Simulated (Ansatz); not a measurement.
# Geometry relaxation, with input and output: HgTe (part 2 of 3)

Continued. System: HgTe (slab, 8 atoms in the cell). Method: DFT r2SCAN, scalar-relativistic, plane waves, PAW, no spin polarisation (Ansatz 0.2.0); cutoff 500 eV, 6×5×1 k-mesh, Gaussian smearing of 0.1 eV. The structure derives from an entry of the Crystallography Open Database. The input holds or restrains some coordinates. Forces given for the steps count only the free coordinates. It belongs to a series of runs on one base structure; here: clean slab, lower half held.

Geometry of the input (Å; fractional positions):
```
4.6468  0.0000  0.0000
0.0000  6.5715  0.0000
0.0000  0.0000  23.9702
Hg 0.5000  0.5000  0.3546
Te 0.0000  0.2500  0.3546
Hg 0.0000  0.0000  0.4515
Te 0.5000  0.7500  0.4515
Hg 0.5000  0.5000  0.5485
Te 0.0000  0.2500  0.5485
Hg 0.0000  0.0000  0.6454
Te 0.5000  0.7500  0.6454
```

### The program's output, continued
```
SCF iter   1: F=—  HF=-83290.093932 eV  |F-HF|=—  |Δ(HF+E_count)|=         —  Δρ=3.90e-3  dr2=7.42e-2  dr2_τ=7.40e0  ethr=5.15e-4  p=-0.007 e·Å  D=-1.79e-3 V/Å  ΔV_dip=0.04 eV  dr2_dipole=1.28e-2  V_vac-E_F(+/−)=4.81/4.77 eV  ⟨swp⟩=5.2  Hψ=2921  notcnv=0  defer=118
efield: sawtooth ramp at fractional position 0.9800 (handed on by an earlier solve), width 0.0400; the density the first Hamiltonian is built on has a dipole p = -0.007 e·Å; the dipole correction subtracts the counter field D = -1.79e-3 V/Å, which shifts the + side's vacuum level by +0.04 eV against the − side's; the planar-averaged density in the ramp window peaks in size at 1.5e-6 e/Å³
preconditioner: auto → Resta (q_TF=auto, 2.081 Å⁻¹)  ε∞=2.3  [insulator: Δε(μ)=0.570 eV  Ē_g=10.255 eV  σ=0.100 eV  W_gap=1.00  n_scr=120 (ndim 8)  ℏωp=11.6 eV  f_vac=0.606  D(μ)=0.00/eV (n_scr^D=0)  ε∞_Penn≈2.3  vacuum switching on, ρ_ref=7.6e-3 e/Å³]
SCF iter   2: F=—  HF=-83291.074377 eV  |F-HF|=—  |Δ(HF+E_count)|=   9.80e-1  Δρ=2.12e-3  dr2=1.25e-1  dr2_τ=4.36e-3  ethr=5.15e-5  p=0.070 e·Å  D=1.74e-2 V/Å  ΔV_dip=-0.42 eV  dr2_dipole=4.09e-2  V_vac-E_F(+/−)=4.50/4.92 eV  ⟨swp⟩=3.0  Hψ=2537  notcnv=0  defer=122
SCF iter   3: F=—  HF=-83291.054863 eV  |F-HF|=—  |Δ(HF+E_count)|=   1.95e-2  Δρ=1.33e-3  dr2=1.84e-2  dr2_τ=7.09e-4  ethr=5.15e-5  p=0.005 e·Å  D=1.18e-3 V/Å  ΔV_dip=-0.03 eV  dr2_dipole=6.08e-5  V_vac-E_F(+/−)=4.77/4.80 eV  ⟨swp⟩=2.0  Hψ=1304  notcnv=0  defer=122
SCF iter   4: F=—  HF=-83291.054272 eV  |F-HF|=—  |Δ(HF+E_count)|=   5.91e-4  Δρ=6.12e-4  dr2=1.27e-2  dr2_τ=2.61e-4  ethr=1.28e-5  p=0.028 e·Å  D=6.80e-3 V/Å  ΔV_dip=-0.16 eV  dr2_dipole=5.64e-3  V_vac-E_F(+/−)=4.72/4.88 eV  ⟨swp⟩=2.0  Hψ=1939  notcnv=0  defer=122
SCF iter   5: F=—  HF=-83291.053396 eV  |F-HF|=—  |Δ(HF+E_count)|=   8.76e-4  Δρ=2.27e-4  dr2=8.34e-4  dr2_τ=4.36e-5  ethr=8.80e-6  p=0.003 e·Å  D=7.39e-4 V/Å  ΔV_dip=-0.02 eV  dr2_dipole=4.91e-5  V_vac-E_F(+/−)=4.79/4.81 eV  ⟨swp⟩=1.5  Hψ=1118  notcnv=0  defer=122
SCF iter   6: F=—  HF=-83291.053487 eV  |F-HF|=—  |Δ(HF+E_count)|=   9.10e-5  Δρ=1.02e-4  dr2=1.01e-4  dr2_τ=6.94e-6  ethr=5.79e-7  p=0.005 e·Å  D=1.26e-3 V/Å  ΔV_dip=-0.03 eV  dr2_dipole=1.16e-7  V_vac-E_F(+/−)=4.79/4.82 eV  ⟨swp⟩=2.0  Hψ=1268  notcnv=0  defer=122
SCF iter   7: F=-83291.053536 eV  HF=-83291.053538 eV  |F-HF|=1.64e-6  |Δ(HF+E_count)|=   5.07e-5  Δρ=3.41e-5  dr2=1.12e-5  dr2_τ=4.90e-7  ethr=3.45e-8  p=0.005 e·Å  D=1.21e-3 V/Å  ΔV_dip=-0.03 eV  dr2_dipole=5.56e-7  V_vac-E_F(+/−)=4.79/4.82 eV  ⟨swp⟩=20.9  Hψ=9777  notcnv=0
SCF 4 converged in 7 iterations: F = -83291.053536 eV  dr2 = 1.12e-5
relax step   4: F+E_penalty+E_count = -83291.05353589 eV  Δ(F+E_penalty+E_count) = -6.758e-2 eV  max|allowed force component| = 1.155e-1 eV/Å  Δτ_max = 0.1977 Å  (7 SCF iters, dr2 threshold 4.97e-5 eV, accepted)
SCF iter   1: F=—  HF=-83290.621886 eV  |F-HF|=—  |Δ(HF+E_count)|=         —  Δρ=1.66e-3  dr2=1.63e-2  dr2_τ=1.17e0  ethr=8.13e-5  p=0.005 e·Å  D=1.21e-3 V/Å  ΔV_dip=-0.03 eV  dr2_dipole=3.20e-3  V_vac-E_F(+/−)=4.78/4.81 eV  ⟨swp⟩=4.1  Hψ=2702  notcnv=0  defer=120
efield: sawtooth ramp at fractional position 0.9800 (handed on by an earlier solve), width 0.0400; the density the first Hamiltonian is built on has a dipole p = 0.005 e·Å; the dipole correction subtracts the counter field D = 1.21e-3 V/Å, which shifts the + side's vacuum level by -0.03 eV against the − side's; the planar-averaged density in the ramp window peaks in size at 1.2e-6 e/Å³
preconditioner: auto → Resta (q_TF=auto, 2.081 Å⁻¹)  ε∞=2.3  [insulator: Δε(μ)=0.546 eV  Ē_g=10.280 eV  σ=0.100 eV  W_gap=1.00  n_scr=120 (ndim 8)  ℏωp=11.6 eV  f_vac=0.607  D(μ)=0.00/eV (n_scr^D=0)  ε∞_Penn≈2.3  vacuum switching on, ρ_ref=7.7e-3 e/Å³]
SCF iter   2: F=—  HF=-83291.064098 eV  |F-HF|=—  |Δ(HF+E_count)|=   4.42e-1  Δρ=8.94e-4  dr2=2.22e-2  dr2_τ=7.46e-4  ethr=1.13e-5  p=0.043 e·Å  D=1.06e-2 V/Å  ΔV_dip=-0.25 eV  dr2_dipole=8.13e-3  V_vac-E_F(+/−)=4.64/4.89 eV  ⟨swp⟩=3.0  Hψ=2372  notcnv=0  defer=123
SCF iter   3: F=—  HF=-83291.060671 eV  |F-HF|=—  |Δ(HF+E_count)|=   3.43e-3  Δρ=6.62e-4  dr2=3.64e-3  dr2_τ=1.82e-4  ethr=1.13e-5  p=0.015 e·Å  D=3.72e-3 V/Å  ΔV_dip=-0.09 eV  dr2_dipole=5.30e-6  V_vac-E_F(+/−)=4.74/4.83 eV  ⟨swp⟩=2.0  Hψ=1099  notcnv=0  defer=123
SCF iter   4: F=—  HF=-83291.060585 eV  |F-HF|=—  |Δ(HF+E_count)|=   8.61e-5  Δρ=3.88e-4  dr2=1.33e-3  dr2_τ=6.72e-5  ethr=2.53e-6  p=0.019 e·Å  D=4.72e-3 V/Å  ΔV_dip=-0.11 eV  dr2_dipole=3.05e-4  V_vac-E_F(+/−)=4.74/4.85 eV  ⟨swp⟩=2.0  Hψ=1298  notcnv=0  defer=123
SCF iter   5: F=—  HF=-83291.060914 eV  |F-HF|=—  |Δ(HF+E_count)|=   3.29e-4  Δρ=1.05e-4  dr2=1.53e-4  dr2_τ=9.89e-6  ethr=9.24e-7  p=0.013 e·Å  D=3.26e-3 V/Å  ΔV_dip=-0.08 eV  dr2_dipole=3.25e-6  V_vac-E_F(+/−)=4.75/4.83 eV  ⟨swp⟩=2.0  Hψ=1804  notcnv=0  defer=123
SCF iter   6: F=—  HF=-83291.060942 eV  |F-HF|=—  |Δ(HF+E_count)|=   2.85e-5  Δρ=4.41e-5  dr2=4.68e-5  dr2_τ=1.26e-6  ethr=1.07e-7  p=0.013 e·Å  D=3.32e-3 V/Å  ΔV_dip=-0.08 eV  dr2_dipole=1.61e-7  V_vac-E_F(+/−)=4.76/4.84 eV  ⟨swp⟩=2.0  Hψ=1325  notcnv=0  defer=123
SCF iter   7: F=—  HF=-83291.060941 eV  |F-HF|=—  |Δ(HF+E_count)|=   1.04e-6  Δρ=2.31e-5  dr2=7.57e-6  dr2_τ=1.30e-7  ethr=3.25e-8  p=0.013 e·Å  D=3.31e-3 V/Å  ΔV_dip=-0.08 eV  dr2_dipole=2.68e-7  V_vac-E_F(+/−)=4.76/4.84 eV  ⟨swp⟩=2.0  Hψ=1038  notcnv=0  defer=123
SCF iter   8: F=-83291.060940 eV  HF=-83291.060941 eV  |F-HF|=6.61e-7  |Δ(HF+E_count)|=   2.15e-7  Δρ=1.02e-5  dr2=1.18e-6  dr2_τ=2.39e-8  ethr=9.68e-10  p=0.014 e·Å  D=3.35e-3 V/Å  ΔV_dip=-0.08 eV  dr2_dipole=4.47e-8  V_vac-E_F(+/−)=4.76/4.84 eV  ⟨swp⟩=18.4  Hψ=8714  notcnv=0
SCF 5 converged in 8 iterations: F = -83291.060940 eV  dr2 = 1.18e-6
relax step   5: F+E_penalty+E_count = -83291.06094048 eV  Δ(F+E_penalty+E_count) = -7.405e-3 eV  max|allowed force component| = 1.945e-2 eV/Å  Δτ_max = 0.0770 Å  (8 SCF iters, dr2 threshold 1.39e-6 eV, accepted)
iter 1 solved again at ethr=8.23e-10 eV; its pass at ethr=3.10e-3 eV (dr2=1.18e-6 eV) is discarded
SCF iter   1: F=—  HF=-83291.060941 eV  |F-HF|=—  |Δ(HF+E_count)|=         —  Δρ=1.02e-5  dr2=1.19e-6  dr2_τ=2.39e-8  ethr=8.23e-10  p=0.014 e·Å  D=3.35e-3 V/Å  ΔV_dip=-0.08 eV  dr2_dipole=4.47e-8  V_vac-E_F(+/−)=4.76/4.84 eV  ⟨swp⟩=1.0  Hψ=2520  notcnv=0
efield: sawtooth ramp at fractional position 0.9800 (handed on by an earlier solve), width 0.0400; the density the first Hamiltonian is built on has a dipole p = 0.014 e·Å; the dipole correction subtracts the counter field D = 3.35e-3 V/Å, which shifts the + side's vacuum level by -0.08 eV against the − side's; the planar-averaged density in the ramp window peaks in size at 1.2e-6 e/Å³
preconditioner: auto → Resta (q_TF=auto, 2.081 Å⁻¹)  ε∞=2.3  [insulator: Δε(μ)=0.537 eV  Ē_g=10.286 eV  σ=0.100 eV  W_gap=1.00  n_scr=120 (ndim 8)  ℏωp=11.6 eV  f_vac=0.607  D(μ)=0.00/eV (n_scr^D=0)  ε∞_Penn≈2.3  vacuum switching on, ρ_ref=7.7e-3 e/Å³]
SCF iter   2: F=—  HF=-83291.060941 eV  |F-HF|=—  |Δ(HF+E_count)|=   1.61e-7  Δρ=4.45e-6  dr2=2.21e-7  dr2_τ=3.11e-8  ethr=8.23e-10  p=0.014 e·Å  D=3.38e-3 V/Å  ΔV_dip=-0.08 eV  dr2_dipole=4.95e-8  V_vac-E_F(+/−)=4.76/4.84 eV  ⟨swp⟩=2.0  Hψ=1304  notcnv=0
SCF iter   3: F=—  HF=-83291.060941 eV  |F-HF|=—  |Δ(HF+E_count)|=   5.41e-8  Δρ=2.45e-6  dr2=2.22e-7  dr2_τ=3.96e-9  ethr=6.94e-11  p=0.014 e·Å  D=3.34e-3 V/Å  ΔV_dip=-0.08 eV  dr2_dipole=9.49e-8  V_vac-E_F(+/−)=4.76/4.84 eV  ⟨swp⟩=11.7  Hψ=6818  notcnv=0
SCF iter   4: F=-83291.060941 eV  HF=-83291.060941 eV  |F-HF|=8.88e-10  |Δ(HF+E_count)|=   1.97e-8  Δρ=1.16e-6  dr2=1.19e-8  dr2_τ=7.89e-10  ethr=6.94e-11  p=0.014 e·Å  D=3.37e-3 V/Å  ΔV_dip=-0.08 eV  dr2_dipole=2.77e-9  V_vac-E_F(+/−)=4.76/4.84 eV  ⟨swp⟩=8.5  Hψ=6390  notcnv=0
SCF 6 converged in 4 iterations: F = -83291.060941 eV  dr2 = 1.19e-8
relax step   6: F+E_penalty+E_count = -83291.06094101 eV  Δ(F+E_penalty+E_count) = -5.336e-7 eV  max|allowed force component| = 2.063e-2 eV/Å  Δτ_max = 0.0000 Å  (4 SCF iters, accepted)
iter 1 solved again at ethr=8.22e-12 eV; its pass at ethr=3.10e-3 eV (dr2=1.18e-8 eV) is discarded
SCF iter   1: F=—  HF=-83291.060941 eV  |F-HF|=—  |Δ(HF+E_count)|=         —  Δρ=1.16e-6  dr2=1.19e-8  dr2_τ=7.89e-10  ethr=8.22e-12  p=0.014 e·Å  D=3.37e-3 V/Å  ΔV_dip=-0.08 eV  dr2_dipole=2.77e-9  V_vac-E_F(+/−)=4.76/4.84 eV  ⟨swp⟩=1.0  Hψ=2903  notcnv=0
efield: sawtooth ramp at fractional position 0.9800 (kept from the solve that this one continues, or follows in the run), width 0.0400; the density the first Hamiltonian is built on has a dipole p = 0.014 e·Å; the dipole correction subtracts the counter field D = 3.37e-3 V/Å, which shifts the + side's vacuum level by -0.08 eV against the − side's; the planar-averaged density in the ramp window peaks in size at 1.2e-6 e/Å³
SCF iter   2: F=-83291.060941 eV  HF=-83291.060941 eV  |F-HF|=6.94e-9  |Δ(HF+E_count)|=   5.09e-9  Δρ=6.78e-7  dr2=9.65e-9  dr2_τ=2.68e-10  ethr=8.22e-12  p=0.014 e·Å  D=3.36e-3 V/Å  ΔV_dip=-0.08 eV  dr2_dipole=3.22e-9  V_vac-E_F(+/−)=4.76/4.84 eV  ⟨swp⟩=9.9  Hψ=6166  notcnv=0
SCF 7 converged in 2 iterations: F = -83291.060941 eV  dr2 = 9.65e-9
```

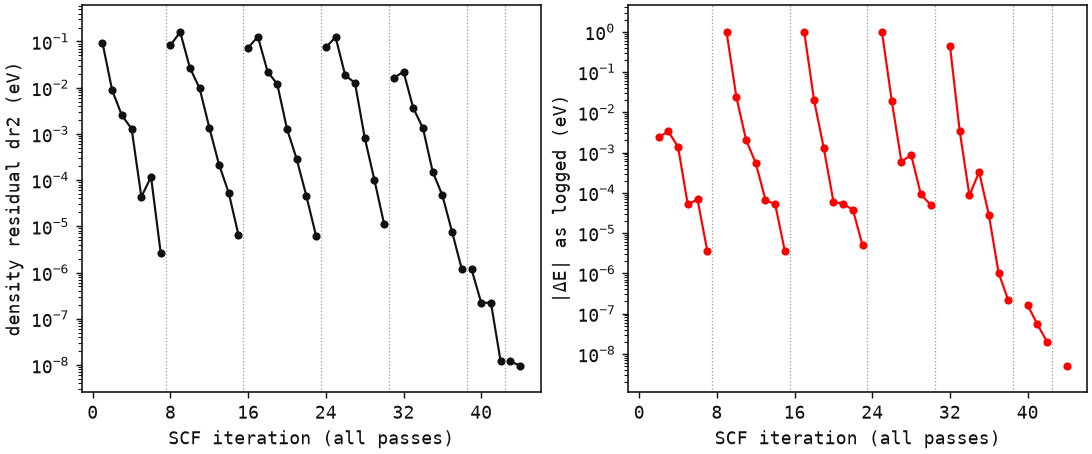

Figure 1. Convergence of the self-consistent field: density residual dr2 and size of the energy change against the SCF iteration. Dotted lines part the SCF passes that the log prints in full.

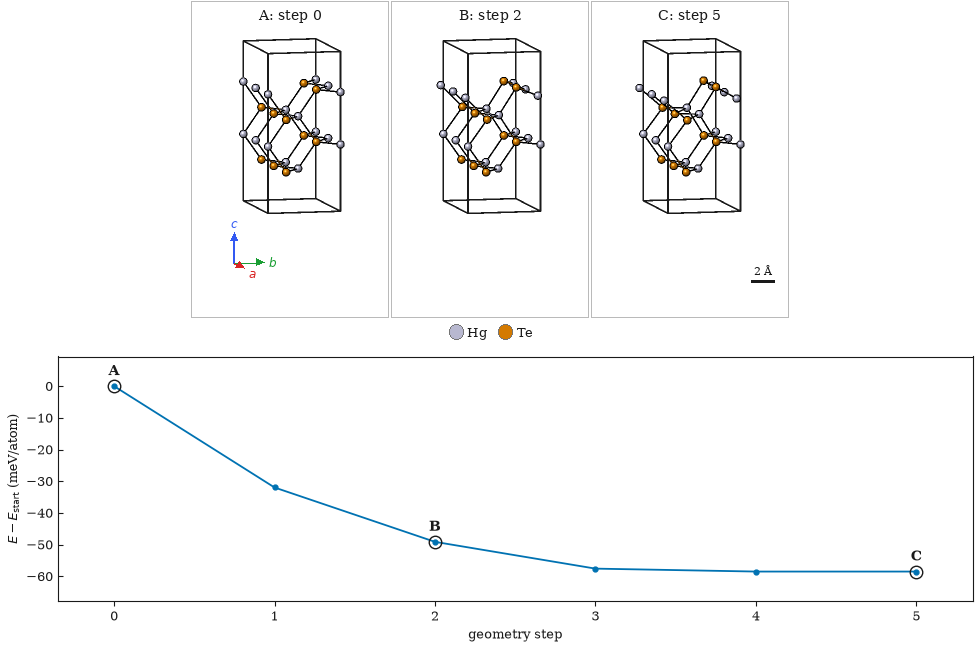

Figure 2. Frames of the restrained relaxation (ball-and-stick view of the 2 × 1 repeat of the cell, with the vacuum cut short, seen slightly off an axis) above the curves, on which the letters mark them (the first geometry is step 0 here and step 1 in the log).

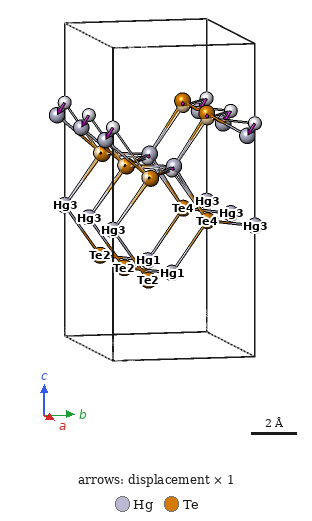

Figure 3. Start (faint) and end (solid) with the displacements as pink arrows, at true length (ball-and-stick view of the 2 × 1 repeat of the cell, with the vacuum cut short, seen slightly off an axis). Hg7 moves most: 0.66 Å. Largest moves by element: Hg 0.66 Å, Te 0.23 Å. The cell doesn't change. Among the contacts that change: Te4–Hg5 2.846 → 2.950 Å, Te6–Hg7 2.846 → 2.766 Å, Hg7–Te8 2.846 → 2.782 Å, Hg5–Te8 2.846 → 2.806 Å. Among the angles that change: Hg5–Te8–Hg7 109.5° → 91.2°, Hg3–Te6–Hg7 109.5° → 93.3°, Te6–Hg7–Te8 109.5° → 122.8°. The energy falls by 58.5 meV per atom in 5 geometry steps. The largest force component goes from 0.76 to 0.021 eV/Å. (Atoms are counted from 1 in the order of the input.)

```
WARN: The output density's exchange-correlation potential varies sharply where the density is thin. Do not read a vacuum level from v_tot or v_xc, or from such a field of the output density. On a cell that repeats whose density bears no net charge and no dipole along the vacuum's axis use v_es (v_loc + v_h of the components); under efield.dipole_correction with no amplitude use v_es + v_field, which holds any external_charges[].barrier, or the levels of the report's work_function block, which leave it out; under a non-zero efield.amplitude the vacuum is tilted and has no level; on a cell that repeats and bears such a dipole with no correction it is tilted too, and efield.dipole_correction with no amplitude gives each side of its ramp a level where efield: is served; in a cell that repeats whose density bears a net charge (total_charge, or a fill off its count) it is curved and has none; of a slab under crystal.periodic whose density bears no net charge use v_es, which has a level on each side, short of where the two are joined; of another it falls or rises all the way out and has none; of a slab beside external_charges read slab_vacuum_level instead, which it has where they leave it neutral. The grid or the basis barely resolves most such structure, and the values can differ between equally converged runs; as a rule a tighter scf.convergence.dr2_threshold does not remove it. Where the density itself ripples (under the LDA too) a higher basis.ecutwfc lessens it. The files hold the spikes' plane waves up to the density's cutoff. Files: v_tot_of_output_density and the like, and their columns of v_z.tsv (output.write_potential); v_xc_of_output_density and the like, and their columns of v_comp_z.tsv (output.write_potential_components). Measured: with its Gaussian average of σ = 0.25 Å subtracted twice, the exchange-correlation potential is over 0.1 eV at 3790 of the grid points where the equally averaged density (valence and model cores) is under 1e-3 e/Å³, and 0.533 eV at the most among them, at an averaged density of 1.0e-3 e/Å³. The input density's (outcome.potential() and, of a run that writes arrays, v_tot and v_xc) is over 0.1 eV, so measured, at 2127 points of its own thin density, 0.530 eV at the most. See output.write_potential in the manual, Limitations
SCF converged after 2 iterations
Free energy (F): -83291.060941 eV
Harris-Foulkes:  -83291.060941 eV  (|F-HF|=6.94e-9)
Internal energy: -83291.060938 eV  (E = F + TS)
E sigma→0 (E₀):  -83291.060940 eV
Entropy (-TS):   -0.000003 eV (-0.000 meV/atom)
Fermi energy:    0.124812 eV
Dipole field:    D = 0.003400 V/Å  (p = 0.013754 e·Å, saw-weighted, corrected)
Work function:   Φ+ = 4.7555 eV   Φ− = 4.8370 eV
Levels:          The Fermi level and band energies are counted from a zero that moves with the ramp; work functions are not
--- Per-component energies (eV) ---
  E_band       = -4422.149460
  E_kinetic    = 3129.619480
  E_local      = -116932.073347  (includes V_loc(G=0)·N_el)
  E_nonlocal   = -943.680232
  E_hartree    = 57611.745166
  E_xc         = -1287.905514
  E_vxc        = -1600.337531  (∫ρ·V_xc dr)
  E_paw        = -58632.496099  (= ΣΔE_a)
  E_vpaw       = -3408.184970  (= ΣTr[D̂ρ^β])
  E_aug_tail   = 0.001383  (compensation charges beyond the density's cutoff)
  E_vtau       = 108.993907  (kinetic-family band-sum trace: ∫τ·v_τ [+ j·A + Jᵃ·Aᵃ] dr)
  E_efield     = 0.000023  (sawtooth field / dipole correction)
  E_vefield    = 0.014638  (∫n·V_field dr)
  E_ewald      = 33763.184491
  E_core_change = 0.543711  (= ΣΔE_core)
  E_smearing   = -0.000003  (= −TS)
  E_closure    = -0.000000  (closes the sum)
  Σ components = -83291.060941   (vs F -83291.060941, Δ=0.00e0)
--- Forces (eV/Å), atoms counted from 1 ---
  atom   1  Hg     0.00000000    -0.84575160     0.73702513
  atom   2  Te     0.00000000     0.39232875    -0.70596059
  atom   3  Hg     0.00000000     0.10752407    -0.05238193
  atom   4  Te     0.00000000     0.34454385     0.04258177
  atom   5  Hg     0.00000000     0.00183547    -0.00203447
  atom   6  Te     0.00000000     0.01150180    -0.00206456
  atom   7  Hg     0.00000000    -0.01708120    -0.02061488
  atom   8  Te     0.00000000     0.00510885     0.00350437
  max |Σ_I F_I| component: 5.48e-5 eV/Å
--- Band table (eV; the first three rows and the last of 12) ---
```
